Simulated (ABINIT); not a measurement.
# Geometry relaxation of Ti (part 1 of 3)

- system: Ti (P6₃/mmc, 2 atoms in the cell)
- method: Kohn-Sham DFT of a periodic cell, PBE with D3, JTH PAW PBE v2.0, no spin polarisation (ABINIT 10.8.3)

The structure derives from an entry of the Crystallography Open Database.

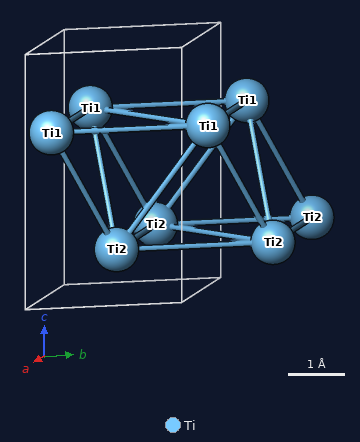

**Figure 1.** The structure as given in the input (ball-and-stick view of the cell of the calculation, repeated 2 × 2 × 1, seen slightly off an axis; atoms are numbered from 1 in the order of the input). Near neighbours in the crystal (not all of them lie inside the picture): Ti has 12 Ti at 2.89 to 2.95 Å.

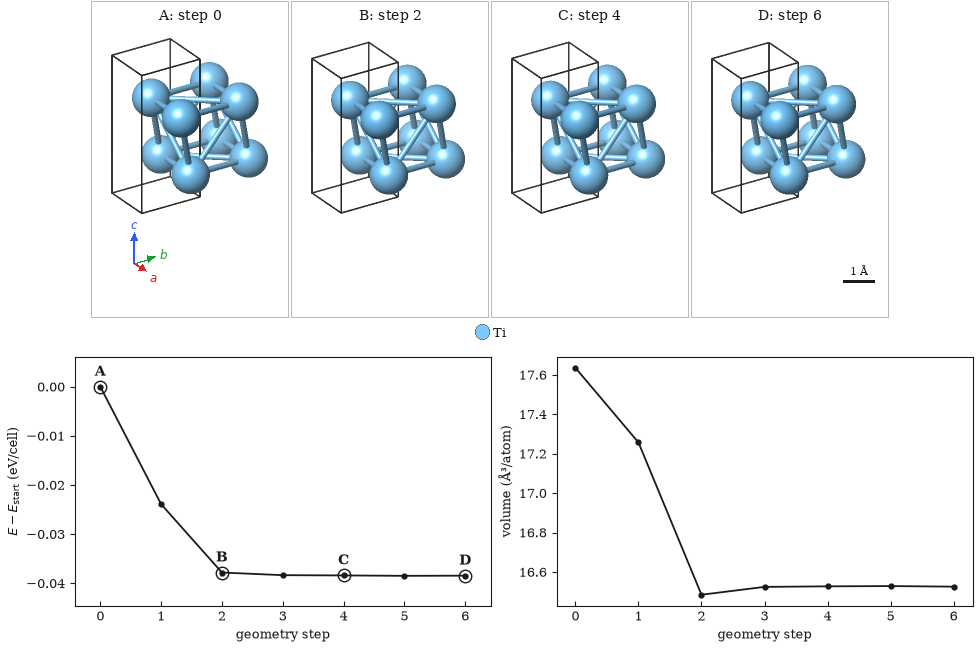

**Figure 2.** Frames of the relaxation (ball-and-stick view of the cell of the calculation, repeated 2 × 2 × 1, seen slightly off an axis) above the curves, on which the letters mark them (steps are counted from 0).

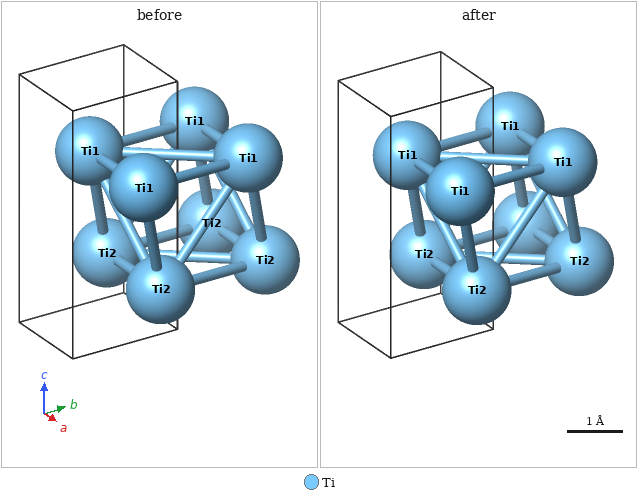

**Figure 3.** Before (left) and after (right) the relaxation, at one scale (ball-and-stick view of the cell of the calculation, repeated 2 × 2 × 1, seen slightly off an axis). No atom moves by more than 0.005 Å relative to the cell. Cell: a = b 2.950 → 2.893 Å (−1.9 %), c 4.680 → 4.561 Å (−2.5 %). Volume −6.3 %. Among the contacts that change: Ti1–Ti2 2.894 → 2.827 Å, Ti1–Ti1 2.950 → 2.893 Å. The space group stays P6_3/mmc (No. 194). The energy falls by 38.4 meV per cell of the calculation in 6 geometry steps. All forces vanish by symmetry, so only the cell relaxes. (Atoms are counted from 1 in the order of the input.)

The input and output of the run follow.

Input file
```
pp_dirpath "./"
pseudos "Ti.GGA_PBE-JTH.xml"

acell 3*1.0 Angstrom
rprim
     2.9500000000     0.0000000000     0.0000000000
    -1.4750000000     2.5547749412     0.0000000000
     0.0000000000     0.0000000000     4.6800000000
ntypat 1
znucl 22
natom 2
typat 1 1
xred
     0.6666666667     0.3333333333     0.7500000000
     0.3333333333     0.6666666667     0.2500000000
chkprim 0
chksymtnons 0
tolsym 1.0e-6

ecut 15.0
pawecutdg 30.0

kptopt 1
ngkpt 10 10 6
nshiftk 1
shiftk 0.0 0.0 0.0

ixc 11
vdw_xc 6

nband 16
occopt 3
tsmear 0.05 eV

nstep 100
tolvrs 1.0e-9

iomode 3
prtwf 0
prtden 0
prteig 0
prtebands 0
enunit 1

ionmov 2
ntime 60
tolmxf 5.0e-5
optcell 2
dilatmx 1.08
ecutsm 0.5
strtarget 3*-3.398931e-05 3*0.0
```

Launched with:
```bash
abinit run.abi > log 2>&1
```

Log
```
.Version 10.8.3 of ABINIT
 Symmetries : space group P6_3/m m c (#194); Bravais hP (primitive hexag.)
================================================================================
 Values of the parameters that define the memory need of the present run
     intxc =       0    ionmov =       2      iscf =      17    lmnmax =      18
     lnmax =       6     mgfft =      36  mpssoang =       3    mqgrid =    3001
     natom =       2  nloc_mem =       2    nspden =       1   nspinor =       1
    nsppol =       1      nsym =      24    n1xccc =       1    ntypat =       1
    occopt =       3   xclevel =       2
       mpw =         846          nfft =       20736          nkpt =          56
 PAW method is used; the additional fine FFT grid is defined by:
   mgfftf=        48    nfftf =     43200
================================================================================
================================================================================

--------------------------------------------------------------------------------
------------- Echo of variables that govern the present computation ------------
--------------------------------------------------------------------------------
 -outvars: echo values of preprocessed input variables --------
            acell      1.8897261259E+00  1.8897261259E+00  1.8897261259E+00 Bohr
              amu      4.78800000E+01
          chkprim           0
      chksymtnons           0
          dilatmx      1.08000000E+00
             ecut      1.50000000E+01 Hartree
           ecutsm      5.00000000E-01 Hartree
           enunit           1
           ionmov           2
                       outvar_i_n : Printing only first  50 k-points.
              ixc          11
                       outvar_i_n : Printing only first  50 k-points.
         kptrlatt       10    0    0      0   10    0      0    0    6
          kptrlen      5.30635096E+01
            natom           2
            nband          16
            ngfft          24      24      36
          ngfftdg          30      30      48
             nkpt          56
            nstep         100
             nsym          24
            ntime          60
           ntypat           1
                       prtocc : prtvol=0, do not print more k-points.
           occopt           3
          optcell           2
        pawecutdg      3.00000000E+01 Hartree
         pawxcdev           0
           prtden           0
        prtebands           0
           prteig           0
            prtwf           0
            rprim      2.9500000000E+00  0.0000000000E+00  0.0000000000E+00
                      -1.4750000000E+00  2.5547749412E+00  0.0000000000E+00
                       0.0000000000E+00  0.0000000000E+00  4.6800000000E+00
          spgroup         194
        strtarget     -3.39893100E-05 -3.39893100E-05 -3.39893100E-05
                       0.00000000E+00  0.00000000E+00  0.00000000E+00
           tolsym      1.00000000E-06
           tolvrs      1.00000000E-09
           tsmear      1.83746611E-03 Hartree
            typat      1  1
           useylm           1
           vdw_xc           6
                       outvars : Printing only first  50 k-points.
           xangst      1.4750000000E+00  8.5159164707E-01  3.5100000000E+00
                       9.5680578601E-18  1.7031832941E+00  1.1700000000E+00
            xcart      2.7873460357E+00  1.6092749841E+00  6.6329387019E+00
                       1.8081008912E-17  3.2185499681E+00  2.2109795673E+00
             xred      6.6666666667E-01  3.3333333333E-01  7.5000000000E-01
                       3.3333333333E-01  6.6666666667E-01  2.5000000000E-01
            znucl       22.00000

================================================================================

 chkinp: Checking input parameters for consistency.

================================================================================
== DATASET  1 ==================================================================

--- !DatasetInfo
iteration_state: {dtset: 1, }
dimensions: {natom: 2, nkpt: 56, mband: 16, nsppol: 1, nspinor: 1, nspden: 1, mpw: 846, }
cutoff_energies: {ecut:  15.0, pawecutdg:  30.0, }
electrons: {nelect:   2.40000000E+01, charge:   0.00000000E+00, occopt:   3.00000000E+00, tsmear:   1.83746611E-03, }
meta: {optdriver: 0, ionmov: 2, optcell: 2, iscf: 17, paral_kgb: 0, }
...

 Exchange-correlation functional for the present dataset will be:
  GGA: Perdew-Burke-Ernzerhof functional - ixc=11
  J.P.Perdew, K.Burke, M.Ernzerhof, PRL 77, 3865 (1996)

 Real(R)+Recip(G) space primitive vectors, cartesian coordinates (Bohr,Bohr^-1):
 R(1)=  5.5746921  0.0000000  0.0000000  G(1)=  0.1793821  0.1035663  0.0000000
 R(2)= -2.7873460  4.8278250  0.0000000  G(2)=  0.0000000  0.2071326  0.0000000
 R(3)=  0.0000000  0.0000000  8.8439183  G(3)=  0.0000000  0.0000000  0.1130721
 Unit cell volume ucvol=  2.3802201E+02 bohr^3
 Angles (23,13,12)=  9.00000000E+01  9.00000000E+01  1.20000000E+02 degrees

 Coarse grid specifications (used for wave-functions):

 getcut: wavevector=  0.0000  0.0000  0.0000  ngfft=  24  24  36
         ecut(hartree)=     17.496   => boxcut(ratio)=   2.16184

 Fine grid specifications (used for densities):

 getcut: wavevector=  0.0000  0.0000  0.0000  ngfft=  30  30  48
         ecut(hartree)=     34.992   => boxcut(ratio)=   2.02242

--- Pseudopotential description ------------------------------------------------
- pspini: atom type   1  psp file is ./Ti.GGA_PBE-JTH.xml
 Pseudopotential format is: paw10
 basis_size (lnmax)=  6 (lmn_size= 18), orbitals=   0   0   1   1   2   2
 Spheres core radius: rc_sph= 2.30802695
 Shapefunction is BESSEL type: shapef(r,l)=aa(1,l)*jl(q(1,l)*r)+aa(2,l)*jl(q(2,l)*r)
 Radius for shape functions =  2.01037111
 Compensation charge density is not taken into account in XC energy/potential

   1.22378552E+03                                ecore*ucvol(ha*bohr**3)
--------------------------------------------------------------------------------

================================================================================

=== [ionmov= 2] Broyden-Fletcher-Goldfarb-Shanno method (forces)
================================================================================

--- Iteration: ( 1/60) Internal Cycle: (1/1)
--------------------------------------------------------------------------------

---SELF-CONSISTENT-FIELD CONVERGENCE--------------------------------------------

--- !BeginCycle
iteration_state: {dtset: 1, itime: 1, icycle: 1, }
solver: {iscf: 17, nstep: 100, nline: 4, wfoptalg: 10, }
tolerances: {tolvrs: 1.00E-09, }
...

     iter   Etot(hartree)      deltaE(h)  residm     nres2
 ETOT  1  -115.34666394467    -1.153E+02 1.033E+01 5.488E+00
 ETOT  2  -117.35028250854    -2.004E+00 1.409E-01 4.751E+00
 ETOT  3  -117.33325987441     1.702E-02 8.065E-02 3.850E-01
 ETOT  4  -117.33269311618     5.668E-04 1.929E-02 3.497E-02
 ETOT  5  -117.33275864802    -6.553E-05 5.524E-03 4.650E-04
 ETOT  6  -117.33276168396    -3.036E-06 5.273E-03 2.228E-05
 ETOT  7  -117.33276224625    -5.623E-07 1.803E-03 2.312E-05
 ETOT  8  -117.33276218966     5.659E-08 1.343E-03 6.590E-07
 ETOT  9  -117.33276219624    -6.577E-09 1.360E-03 3.139E-08
 ETOT 10  -117.33276219750    -1.265E-09 1.010E-03 8.408E-10

 At SCF step   10       nres2   =  8.41E-10 < tolvrs=  1.00E-09 =>converged.

 Cartesian components of stress tensor (hartree/bohr^3)
  sigma(1 1)=  1.99444258E-04  sigma(3 2)=  0.00000000E+00
  sigma(2 2)=  1.99444258E-04  sigma(3 1)=  0.00000000E+00
  sigma(3 3)=  2.19651244E-04  sigma(2 1)=  0.00000000E+00

--- !ResultsGS
iteration_state: {dtset: 1, itime: 1, icycle: 1, }
comment   : Summary of ground state results
lattice_vectors:
- [  5.5746921,   0.0000000,   0.0000000, ]
- [ -2.7873460,   4.8278250,   0.0000000, ]
- [  0.0000000,   0.0000000,   8.8439183, ]
lattice_lengths: [   5.57469,    5.57469,    8.84392, ]
lattice_angles: [ 90.000,  90.000, 120.000, ] # degrees, (23, 13, 12)
lattice_volume:   2.3802201E+02
convergence: {deltae: -1.265E-09, res2:  8.408E-10, residm:  1.010E-03, diffor: null, }
etotal    :  -1.17332762E+02
entropy   :   0.00000000E+00
fermie    :   2.77348032E-01
cartesian_stress_tensor: # hartree/bohr^3
- [  1.99444258E-04,   0.00000000E+00,   0.00000000E+00, ]
- [  0.00000000E+00,   1.99444258E-04,   0.00000000E+00, ]
- [  0.00000000E+00,   0.00000000E+00,   2.19651244E-04, ]
pressure_GPa:  -6.0660E+00
xred      :
- [  6.6667E-01,   3.3333E-01,   7.5000E-01, Ti]
- [  3.3333E-01,   6.6667E-01,   2.5000E-01, Ti]
cartesian_forces: # hartree/bohr
- [  9.66024738E-29,   3.90414250E-28,  -0.00000000E+00, ]
- [ -9.66024738E-29,  -3.90414250E-28,  -0.00000000E+00, ]
force_length_stats: {min:   4.02188170E-28, max:   4.02188170E-28, mean:   4.02188170E-28, }
...

 Integrated electronic density in atomic spheres:
 ------------------------------------------------
 Atom  Sphere_radius  Integrated_density
    1        2.30803         10.13832106
    2        2.30803         10.13832106

---OUTPUT-----------------------------------------------------------------------

 Cartesian coordinates (xcart) [bohr]
  2.78734603571398E+00  1.60927498406672E+00  6.63293870193631E+00
  1.80810089123980E-17  3.21854996813344E+00  2.21097956731210E+00
 Reduced coordinates (xred)
  6.66666666666666E-01  3.33333333333333E-01  7.50000000000000E-01
  3.33333333333333E-01  6.66666666666666E-01  2.50000000000000E-01
 Cartesian forces (fcart) [Ha/bohr]; max,rms= 3.90414E-28 2.32203E-28 (free atoms)
  9.66024737744722E-29  3.90414249661040E-28 -0.00000000000000E+00
 -9.66024737744722E-29 -3.90414249661040E-28 -0.00000000000000E+00
 Gradient of E wrt nuclear positions in reduced coordinates (gred)
 -5.38529044630877E-28 -1.61558713389263E-27 -0.00000000000000E+00
  5.38529044630877E-28  1.61558713389263E-27  0.00000000000000E+00
 Scale of Primitive Cell (acell) [bohr]
  1.88972612590778E+00  1.88972612590778E+00  1.88972612590778E+00
 Real space primitive translations (rprimd) [bohr]
  5.57469207142796E+00  0.00000000000000E+00  0.00000000000000E+00
 -2.78734603571398E+00  4.82782495220016E+00  0.00000000000000E+00
  0.00000000000000E+00  0.00000000000000E+00  8.84391826924842E+00
 Unitary Cell Volume (ucvol) [Bohr^3]=  2.38022010230241E+02
 Angles (23,13,12)= [degrees]
  9.00000000000000E+01  9.00000000000000E+01  1.19999999999651E+02
 Lengths [Bohr]
  5.57469207142796E+00  5.57469207148672E+00  8.84391826924842E+00
 Stress tensor in cartesian coordinates (strten) [Ha/bohr^3]
  1.99444258463230E-04  0.00000000000000E+00  0.00000000000000E+00
  0.00000000000000E+00  1.99444257850456E-04  0.00000000000000E+00
  0.00000000000000E+00  0.00000000000000E+00  2.19651244467791E-04
 Total energy (etotal) [Ha]= -1.17332762197505E+02

--- Iteration: ( 2/60) Internal Cycle: (1/1)
--------------------------------------------------------------------------------

---SELF-CONSISTENT-FIELD CONVERGENCE--------------------------------------------

--- !BeginCycle
iteration_state: {dtset: 1, itime: 2, icycle: 1, }
solver: {iscf: 17, nstep: 100, nline: 4, wfoptalg: 10, }
tolerances: {tolvrs: 1.00E-09, }
...

     iter   Etot(hartree)      deltaE(h)  residm     nres2
 ETOT  1  -117.34182715709    -1.173E+02 4.527E+00 1.997E+00
 ETOT  2  -117.33543867210     6.388E-03 4.900E-02 4.847E-01
 ETOT  3  -117.33360860531     1.830E-03 6.490E-03 9.051E-03
 ETOT  4  -117.33364019901    -3.159E-05 7.518E-04 2.724E-04
 ETOT  5  -117.33364052102    -3.220E-07 1.936E-03 5.873E-06
 ETOT  6  -117.33364053512    -1.410E-08 4.943E-04 2.659E-07
 ETOT  7  -117.33364053550    -3.832E-10 1.688E-03 7.515E-09
 ETOT  8  -117.33364053559    -8.691E-11 2.569E-04 8.648E-10
```
